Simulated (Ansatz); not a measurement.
# MgI2 (layers cut from the bulk crystal): converging the G0W0 gap

Aim: see how the G0W0 gap of MgI2 (layers cut from the bulk crystal) on PBE moves with empty bands and screening cutoff, and what each rung costs.

Method: G0W0 on PBE, plane waves, PAW; PAW set soft_1, in Ansatz 0.2.0.

### 1. The structure

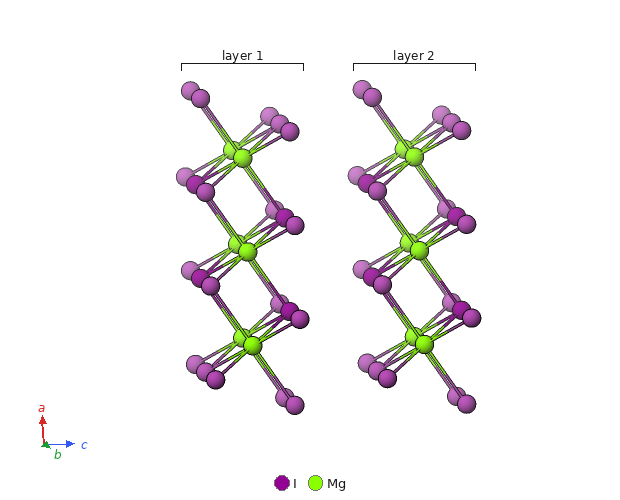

The cell as given, from the side, with the c axis across the page (iodine purple, magnesium green). 2×1×1 cells are drawn. Some periodic images of atoms are drawn too.

The cell holds 6 atoms: 4 I and 2 Mg. Cell: a = 4.130 Å, b = 4.130 Å, c = 43.600 Å, α = 90.0°, β = 90.0°, γ = 120.0°. It derives from MgI2. Regions: layer 1, 3 atoms (2 I and 1 Mg); layer 2, 3 atoms (2 I and 1 Mg). Vacuum lies along c.

The structure was relaxed with PBE-D3(BJ). The runs that relaxed it are not among those shown. Spin-orbit coupling is left out unless a step names it. The Coulomb interaction is cut off across the vacuum.

### 2. 315 empty bands, screening to 36 eV

G0W0 replaces the xc potential by the self-energy, built once from these orbitals. Only a window of levels is corrected, while the sums run over the empty bands that the input names. This step takes PAW set soft_1 files.

input.yaml

```yaml
crystal:
  lattice:
    - [4.1296737087, 0.0, 0.0]
    - [-2.0648368543, 3.576402341, 0.0]
    - [0.0, 0.0, 43.6]
  atoms:
    - { symbol: I, position: [0.6666666667, 0.3333333333, 0.3829701957] }
    - { symbol: Mg, position: [0.0, 0.0, 0.421527199] }
    - { symbol: I, position: [0.3333333333, 0.6666666667, 0.4599921761] }
    - { symbol: I, position: [0.6666666667, 0.3333333333, 0.5400078239] }
    - { symbol: Mg, position: [0.0, 0.0, 0.578472801] }
    - { symbol: I, position: [0.3333333333, 0.6666666667, 0.6170298043] }
  periodic: [true, true, false]
kpoints:
  mp_grid: { grid: [6, 6, 1] }
hamiltonian:
  xc: pbe
  pseudopotentials: { kind: paw, azcp: { folder: soft_1 } }
scf:
  occupations: { method: fixed }
gw:
  n_empty_bands: 315
  ecut_chi: 36
  qp_bands: [v2, c2]
  qp_kpoints: band_edges
  screening: { model: contour_deformation }
```

On the command line:

```bash
ansatz run input.yaml --threads 3 --pin off --max-ram 92160MiB --backend cuda --events-out ev --progress --plain --runs-dir out --devices 1 --max-vram 13GiB
```

Numbers of over 12 decimals in the logs are rounded to 6 here.

The log of the run:

```text
GPUs: using 1 of 1 available (devices: 1).
Engine: ansatz 0.2.0, x86_64-unknown-linux-gnu
Pseudopotentials: kind: paw
Pseudopotential: I, paw, valence charge 17, recommended cutoff 420 eV (normal), soft_1/I.paw.azcp
Pseudopotential: Mg, paw, valence charge 10, recommended cutoff 420 eV (normal), soft_1/Mg.paw.azcp
Functional definition: PBE
  parameter kappa = 0.804
  parameter beta = 0.066725
  exchange = pbe_x(kappa = kappa, mu = beta*pi^2/3)
  correlation = pbe_c(beta = beta)
device memory: the entry about to start is reckoned to put 4.8 GiB on a device that reports 50.1 GiB free (of which the cap on the GPU budget leaves the run 13.0 GiB)
GPU FFT provider: cuFFT
GPU libraries: cuBLAS 13.8.2, cuFFT 12.4.0, cuSOLVER 12.3.4
Crystal: 6 atoms, lattice volume = 643.945 Å³
Basis set: ecut = 420 eV, 12409 PW (Γ)
Bands: 53, of which v1, the nominal top of the filled ones, is band 44 counted from 1 (43 counted from 0)
Symmetry: 12 space group operations
Space group: P-3m1 (ITA 164), of the structure as read, at distance tolerance 8.6e-5 Å
k-points: 7 of 36
Non-local potential: I, projectors of the file, l = 0: 2, l = 1: 2, l = 2: 2, l = 3: 1
Non-local potential: Mg, projectors of the file, l = 0: 3, l = 1: 2, l = 2: 1
PAW form: soft (Blöchl's): semilocal exchange-correlation on the pseudo side does not see the compensation charge
PAW one-centre angular grid: I, 590 points (default); XC on 64 Gauss nodes
PAW one-centre angular grid: Mg, 110 points (default); XC on 64 Gauss nodes
Initial density: superposition of atomic densities (neutral atoms: chi_scale 0, normalization atom)
Initial wavefunctions: pseudopotential atomic-orbital guess
GPU buffer pool allocated for 270000 grid points (all kernels)
GPU transforms: local potential and band sums: pruned to the plane-wave sphere, on 27×27×300
Functional: x = pbe(κ = 0.804, μ = 0.219515), c = pbe(β = 0.066725)
iter 1 solved again at ethr=1.25e-3 eV; its pass at ethr=3.10e-3 eV (dr2=1.10e0 eV) is discarded
SCF iter   1: F=—  HF=-33906.238620 eV  |F-HF|=—  |Δ(HF+E_count)|=         —  Δρ=9.33e-3  dr2=1.08e0  ethr=1.25e-3  ⟨swp⟩=2.0  Hψ=2017  notcnv=0  defer=48
preconditioner: auto → Resta (q_TF=auto, 1.958 Å⁻¹)  ε∞=1.6  [insulator: Δε(μ)=3.927 eV  Ē_g=10.686 eV  n_scr=92 (ndim 8)  ℏωp=8.3 eV  f_vac=0.679  ε∞_Penn≈1.6  vacuum switching on, ρ_ref=8.3e-3 e/Å³]
SCF iter   2: F=—  HF=-33906.000880 eV  |F-HF|=—  |Δ(HF+E_count)|=   2.38e-1  Δρ=4.53e-3  dr2=1.61e-1  ethr=1.23e-3  ⟨swp⟩=3.0  Hψ=508  notcnv=0  defer=49
SCF iter   3: F=—  HF=-33905.990992 eV  |F-HF|=—  |Δ(HF+E_count)|=   9.89e-3  Δρ=1.64e-3  dr2=3.63e-2  ethr=1.83e-4  ⟨swp⟩=4.3  Hψ=660  notcnv=0  defer=49
SCF iter   4: F=—  HF=-33905.986672 eV  |F-HF|=—  |Δ(HF+E_count)|=   4.32e-3  Δρ=5.29e-4  dr2=1.98e-3  ethr=4.13e-5  ⟨swp⟩=4.4  Hψ=663  notcnv=0  defer=49
SCF iter   5: F=—  HF=-33905.987015 eV  |F-HF|=—  |Δ(HF+E_count)|=   3.43e-4  Δρ=1.30e-4  dr2=1.56e-4  ethr=2.24e-6  ⟨swp⟩=3.4  Hψ=566  notcnv=0  defer=49
SCF iter   6: F=—  HF=-33905.987055 eV  |F-HF|=—  |Δ(HF+E_count)|=   3.96e-5  Δρ=5.90e-5  dr2=1.06e-4  ethr=1.77e-7  ⟨swp⟩=4.0  Hψ=796  notcnv=0  defer=49
SCF iter   7: F=—  HF=-33905.987042 eV  |F-HF|=—  |Δ(HF+E_count)|=   1.24e-5  Δρ=1.54e-5  dr2=1.56e-6  ethr=1.21e-7  ⟨swp⟩=2.7  Hψ=440  notcnv=0  defer=49
SCF iter   8: F=—  HF=-33905.987043 eV  |F-HF|=—  |Δ(HF+E_count)|=   1.12e-6  Δρ=3.51e-6  dr2=1.14e-7  ethr=1.78e-9  ⟨swp⟩=3.6  Hψ=678  notcnv=0  defer=47
SCF iter   9: F=-33905.987043 eV  HF=-33905.987043 eV  |F-HF|=1.75e-9  |Δ(HF+E_count)|=   1.24e-7  Δρ=6.63e-7  dr2=6.68e-9  ethr=1.14e-10  ⟨swp⟩=36.6  Hψ=2834  notcnv=0
SCF 1 converged in 9 iterations: F = -33905.987043 eV  dr2 = 6.68e-9
  greatest PAW one-centre occupation: 1.000 electrons in one spin orbital (limit 2), on the Mg atom at site 4 (counted from 0), in its partial waves of l = 0
device memory: the entry about to start is reckoned to put 5.8 GiB (of the 5.9 GiB reckoned in all, the device holds 0.1 GiB already) on a device that reports 50.2 GiB free (of which the cap on the GPU budget leaves the run 12.9 GiB)
NSCF: frozen V_eff on 7 k-points
the band table was solved once the SCF had ended and its energy, with any forces and stress, was formed, with the checks that follow a solve (2021 applications of the Hamiltonian). They found nothing against the state; the energy, forces and stress were not computed again (output.eigenvalues in the input reference)
device memory: the entry about to start is reckoned to put 6.0 GiB on a device that reports 50.3 GiB free (of which the cap on the GPU budget leaves the run 13.0 GiB)
NSCF: frozen V_eff on 7 k-points
G₀W₀ screening: q 1/7
[... further progress lines ...]
SCF converged after 9 iterations
Free energy (F): -33905.987043 eV
Harris-Foulkes:  -33905.987043 eV  (|F-HF|=1.75e-9)
Internal energy: -33905.987043 eV  (E = F + TS)
E sigma→0 (E₀):  -33905.987043 eV
Fermi energy:    -6.330992 eV
--- Per-component energies (eV) ---
  E_band       = -3232.887850
  E_kinetic    = 778.887411
  E_local      = -323978.526896  (includes V_loc(G=0)·N_el)
  E_nonlocal   = 853.824261
  E_hartree    = 160517.960560
  E_xc         = -485.385528
  E_vxc        = -513.564419  (∫ρ·V_xc dr)
  E_paw        = -19741.112109  (= ΣΔE_a)
  E_vpaw       = -1409.434749  (= ΣTr[D̂ρ^β])
  E_aug_tail   = -0.010281  (compensation charges beyond the density's cutoff)
  E_ewald      = 148148.375539
  E_smearing   = -0.000000  (= −TS)
  E_closure    = -0.000000  (closes the sum)
  Σ components = -33905.987043   (vs F -33905.987043, Δ=0.00e0)
--- Band table (eV; the first three rows and the last of 7) ---
  k-point 0: bands = [... 40 lower, -6.3799, -6.3799, -6.3310, -6.3310, -2.3789, -1.8905 (-1.8905°), -1.4175 (-1.4175°), -1.3801 (-1.3801°), ... 5 higher]
  k-point 1: bands = [... 40 lower, -6.8935, -6.6034, -6.4897, -6.4078, -1.6466 (-1.6465°), -1.5078 (-1.5078°), -0.8488 (-0.8489°), -0.7087 (-0.7088°), ... 5 higher]
  k-point 2: bands = [... 40 lower, -7.0555, -6.8275, -6.7610, -6.6460, -2.3515, -2.1665, -1.0376, -0.7253, ... 5 higher]
  k-point 6: bands = [... 40 lower, -7.3535, -7.3535, -6.9957, -6.9957, -2.1846, -1.6992, -0.2660, -0.2660, ... 5 higher]
  ° read free of the cell's end (the report's vacuum.weakly_bound_levels)
--- G₀W₀: contour deformation, 6 samples at zero and on the imaginary axis and 1 off it, 36 q-points, 315 empty bands' worth ---
  eigenvalues of the whole cell's RPA ε∞ on this k-mesh (on a slab, of 1 + 4πα/V) = 1.2290, 2.0126, 2.0126; static W/v taken at q = 0 is 0.619014
  gw.qp_kpoints: band_edges: 6 of 7 stored k-points solved, in 1 pass; an edge of the gap read off the rows below is read off those points alone
    valence top: of the k-points left out ik 5 came nearest to being solved in a further pass, in band 44 (counted from 1, as in the quasiparticle table): it holds the edge there only if its correction is more favourable than any solved in that band by at least 0.556 eV; those differ by 0.133 eV
    conduction bottom: of the k-points left out ik 5 came nearest to being solved in a further pass, in band 45 (counted from 1, as in the quasiparticle table): it holds the edge there only if its correction is more favourable than any solved in that band by at least 0.584 eV; those differ by 0.245 eV
    ik  band        ε_KS         Σx   Σc(E_QP)       V_xc       Z   E_QP_lin       E_QP  E_QP is
     0    43     -6.3310   -17.7626     1.9231   -15.0754  0.8037    -7.1027    -7.0951  root
     0    44     -6.3310   -17.7626     1.9231   -15.0754  0.8037    -7.1027    -7.0951  root
     0    45     -2.3789    -6.8733    -3.0261   -10.8651  0.8298    -1.4027    -1.4132  root
     0    46     -1.8905    -6.9223    -3.0174   -10.9830  0.8270    -0.8340    -0.8472  root
     1    43     -6.4897   -17.6321     1.9566   -14.8718  0.8015    -7.3021    -7.2932  root
     1    44     -6.4078   -17.7126     1.9443   -14.9936  0.8029    -7.1904    -7.1825  root
     1    45     -1.6466    -7.5189    -3.1239   -11.7756  0.8185    -0.4973    -0.5138  root
     1    46     -1.5078    -7.2952    -3.1436   -11.5843  0.8173    -0.3449    -0.3623  root
     2    43     -6.7610   -17.4102     2.0172   -14.5387  0.7985    -7.6259    -7.6153  root
     2    44     -6.6460   -17.5234     1.9965   -14.7083  0.8003    -7.4739    -7.4645  root
     2    45     -2.3515    -6.5620    -3.0560   -10.6515  0.8184    -1.3053    -1.3181  root
     2    46     -2.1665    -6.4352    -3.0979   -10.5742  0.8173    -1.1119    -1.1253  root
     3    43     -6.8943   -17.3210     2.0495   -14.3936  0.7969    -7.7837    -7.7722  root
     3    44     -6.7692   -17.4390     2.0251   -14.5735  0.7989    -7.6198    -7.6097  root
     3    45     -2.7341    -6.4521    -2.9705   -10.4222  0.8206    -1.7230    -1.7345  root
     3    46     -2.6701    -6.3903    -2.9727   -10.3576  0.8203    -1.6641    -1.6755  root
     4    43     -6.8516   -17.1784     2.0359   -14.2588  0.7985    -7.7468    -7.7353  root
     4    44     -6.6450   -17.4558     2.0130   -14.6075  0.8001    -7.4902    -7.4803  root
     4    45     -1.5662    -7.6491    -3.1867   -12.0467  0.8105    -0.3351    -0.3554  root
     4    46     -1.5069    -7.5412    -3.2246   -11.9841  0.8093    -0.2677    -0.2887  root
     6    43     -6.9957   -17.2148     2.0859   -14.2321  0.7961    -7.9048    -7.8925  root
     6    44     -6.9957   -17.2148     2.0859   -14.2321  0.7961    -7.9048    -7.8925  root
     6    45     -2.1846    -6.5418    -3.0137   -10.5906  0.8178    -1.1362    -1.1494  root
     6    46     -1.6992    -7.2585    -3.1289   -11.5829  0.8116    -0.4840    -0.5038  root
```

It took 22 s on 1 × NVIDIA H100 80GB HBM3 (shared by 6 runs) with 3 threads of AMD EPYC 7R13 (Zen 3), shared host; peak memory 1.9 GiB; 35 s of CPU time.

This step gave:

- bands summed: 359
- plane waves in the screening matrix: 295
- q-points in the mesh: 36
- G0W0 gap on the mesh: 5.361 eV
- k of the valence top: 0, 0, 0
- k of the conduction bottom: 0, -0.5, 0
- starting gap on the mesh: 3.597 eV
- Z at the valence top: 0.8037
- Z at the conduction bottom: 0.8206
- least direct G0W0 gap on the computed points: 5.682 eV

The gap on the mesh goes from 3.60 eV to 5.36 eV, a correction of +1.76 eV. Between the two edge states, bare exchange in place of the xc potential would open the gap by 6.66 eV, and correlation takes back 4.89 eV.

### 3. 766 empty bands, screening to 65 eV

Bands and screening cutoff are moved together, since each hides the error of the other.

Changes to input.yaml since step 2:

```diff
@@ -20,5 +20,6 @@
   occupations: { method: fixed }
+  convergence: { dr2_threshold: 1.0e-10 }
 gw:
-  n_empty_bands: 315
-  ecut_chi: 36
+  n_empty_bands: 766
+  ecut_chi: 65.0
   qp_bands: [v2, c2]
```

The log of the run:

```text
GPUs: using 1 of 1 available (devices: 1).
[...]
GPU FFT provider: cuFFT
GPU libraries: cuBLAS 13.8.2, cuFFT 12.4.0, cuSOLVER 12.3.4
Crystal: 6 atoms, lattice volume = 643.945 Å³
Basis set: ecut = 420 eV, 12409 PW (Γ)
Bands: 53, of which v1, the nominal top of the filled ones, is band 44 counted from 1 (43 counted from 0)
[... 1 set-up line as in the run before ...]
[...]
k-points: 7 of 36
[...]
GPU buffer pool allocated for 270000 grid points (all kernels)
[...]
SCF iter  11: F=-33905.987043 eV  HF=-33905.987043 eV  |F-HF|=3.27e-10  |Δ(HF+E_count)|=  8.00e-11  Δρ=4.41e-8  dr2=1.11e-11  ethr=1.00e-12  ⟨swp⟩=37.1  Hψ=2919  notcnv=0
SCF 1 converged in 11 iterations: F = -33905.987043 eV  dr2 = 1.11e-11
[...]
NSCF: frozen V_eff on 7 k-points
[...]
G₀W₀ screening: q 1/7
[... further progress lines ...]
SCF converged after 11 iterations
Free energy (F): -33905.987043 eV
[...]
Internal energy: -33905.987043 eV  (E = F + TS)
E sigma→0 (E₀):  -33905.987043 eV
Fermi energy:    -6.331037 eV
[...]
--- Band table (eV; the first three rows and the last of 7) ---
  k-point 0: bands = [... 40 lower, -6.3799, -6.3799, -6.3310, -6.3310, -2.3789, -1.8906 (-1.8906°), -1.4175 (-1.4175°), -1.3801 (-1.3801°), ... 5 higher]
  k-point 1: bands = [... 40 lower, -6.8936, -6.6035, -6.4897, -6.4078, -1.6466 (-1.6466°), -1.5078 (-1.5078°), -0.8489 (-0.8489°), -0.7087 (-0.7089°), ... 5 higher]
  k-point 2: bands = [... 40 lower, -7.0556, -6.8275, -6.7610, -6.6460, -2.3516, -2.1665, -1.0376, -0.7254, ... 5 higher]
  k-point 6: bands = [... 40 lower, -7.3536, -7.3536, -6.9957, -6.9957, -2.1847, -1.6992, -0.2661, -0.2661, ... 5 higher]
  ° read free of the cell's end (the report's vacuum.weakly_bound_levels)
[...]
0    43     -6.3310   -17.7626     1.6058   -15.0754  0.7972    -7.4282    -7.4125  root
     0    44     -6.3310   -17.7626     1.6058   -15.0754  0.7972    -7.4282    -7.4125  root
     0    45     -2.3789    -6.8733    -3.1639   -10.8651  0.8293    -1.5437    -1.5510  root
     0    46     -1.8906    -6.9223    -3.1771   -10.9830  0.8262    -0.9980    -1.0069  root
     1    43     -6.4897   -17.6320     1.6488   -14.8718  0.7952    -7.6185    -7.6011  root
     1    44     -6.4078   -17.7126     1.6307   -14.9936  0.7964    -7.5123    -7.4961  root
     1    45     -1.6466    -7.5189    -3.3255   -11.7756  0.8168    -0.7049    -0.7155  root
     1    46     -1.5078    -7.2952    -3.3491   -11.5844  0.8156    -0.5567    -0.5678  root
[...]
6    43     -6.9957   -17.2148     1.8025   -14.2321  0.7904    -8.1978    -8.1760  root
     6    44     -6.9957   -17.2148     1.8025   -14.2321  0.7904    -8.1978    -8.1760  root
     6    45     -2.1847    -6.5418    -3.2199   -10.5906  0.8158    -1.3477    -1.3557  root
     6    46     -1.6992    -7.2585    -3.3645   -11.5829  0.8092    -0.7274    -0.7394  root
```

Elapsed: 78 s, on 1 × NVIDIA H100 80GB HBM3 (shared by 6 runs) with 3 threads; peak memory 3.1 GiB.

Numbers from this step:

| Quantity | Value |
| --- | --- |
| bands summed | 810 |
| plane waves in the screening matrix | 783 |
| q-points in the mesh | 36 |
| G0W0 gap on the mesh | 5.487 eV |
| k of the valence top | 0, 0, 0 |
| k of the conduction bottom | 0, -0.5, 0 |
| starting gap on the mesh | 3.597 eV |
| Z at the valence top | 0.7972 |
| Z at the conduction bottom | 0.8191 |
| least direct G0W0 gap on the computed points | 5.861 eV |

Against the run with 6×6×1 mesh, 315 empty bands, screening to 36 eV, PAW set soft_1 files, the gap moves by +0.13 eV.

### 4. Side by side

Times are wall times on 1 × NVIDIA H100 80GB HBM3 (shared by 6 runs) with 3 threads of AMD EPYC 7R13 (Zen 3), shared host, good to a factor of about two.

```csv
mesh,files,frequency,bands summed,cutoff (eV),start (eV),G0W0 (eV),time,host memory (GiB)
6×6×1,PAW set soft_1,contour deformation,359,36,3.597,5.361,22 s,1.9
6×6×1,PAW set soft_1,contour deformation,810,65,3.597,5.487,78 s,3.1
```

The parts of the quasiparticle energy at the two band edges (eV; QP = start + Σx + Σc − Vxc):

```csv
run,edge,start,Σx,Σc,Vxc,Z,QP
359 bands,valence top,-6.33,-17.76,1.92,-15.08,0.80,-7.10
359 bands,conduction bottom,-2.73,-6.45,-2.97,-10.42,0.82,-1.73
810 bands,valence top,-6.33,-17.76,1.61,-15.08,0.80,-7.41
810 bands,conduction bottom,-2.73,-6.45,-3.16,-10.42,0.82,-1.93
```

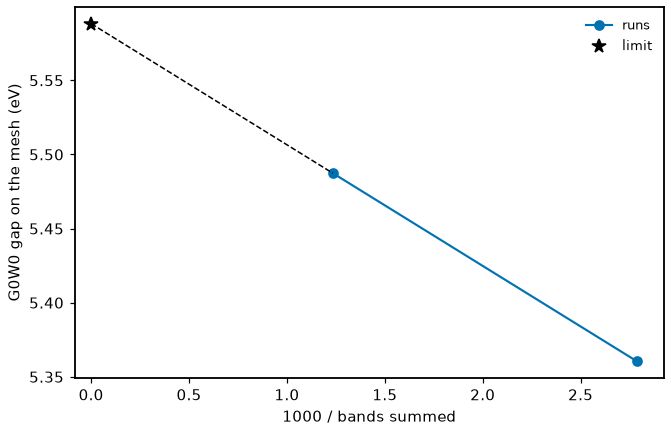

The gap against one over the number of bands; the dashed line carries the two highest rungs to the limit.

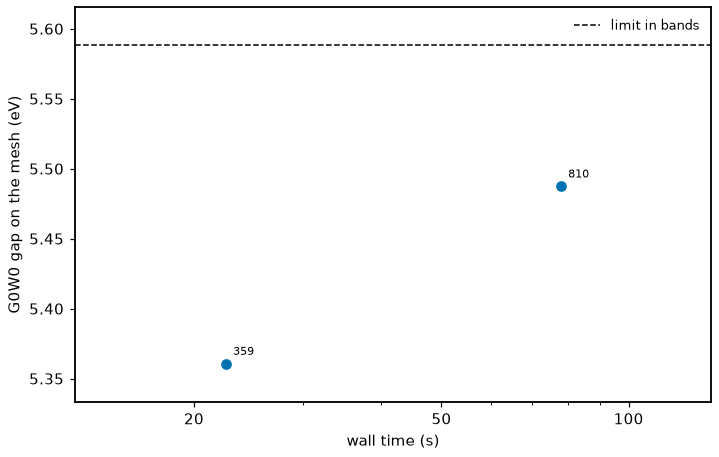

Result against wall time.

### 5. Results

* 359 bands, 36 eV: 5.361 eV
* 810 bands, 65 eV: 5.487 eV
* estimated limit in bands and cutoff: 5.59 eV
* mesh and start: 6×6×1, PBE

What this shows: A line in one over the bands through the two rungs gives 5.59 eV, +0.10 eV from the top rung; with two points alone it is an unchecked estimate. The rungs stand 0.23 eV (359 bands) and 0.10 eV (810 bands) from it. From 359 to 810 bands the gap moves by +0.13 eV while the time grows 3.5-fold. Σc changes by −0.32 eV at the valence top and −0.19 eV at the conduction bottom, so the levels themselves move more than the gap between them. The mesh in the plane is coarse for a sheet; gap and any exciton binding can still move on denser ones. The many-body steps are scalar-relativistic: spin-orbit coupling is not in them.

[Paths, hosts, dates, memory and timing lines, banners, echoed tables and standing remarks are left out of the program output.]

[Logs are printed without paths, hosts, clocks, repeated set-up lines and the standing remarks that a program may print on its own settings, such as how far it seeks lower states.]

[Runs of the session that timed out or met a known fault of the program may be left out.]

[Cells called generated may have been cut or substituted from an entry of the Crystallography Open Database or the Materials Project.]

[Hosts, paths, dates, database ids (printed as entryN), source tags and the programs' standing remarks are cut or masked in the printed files.]
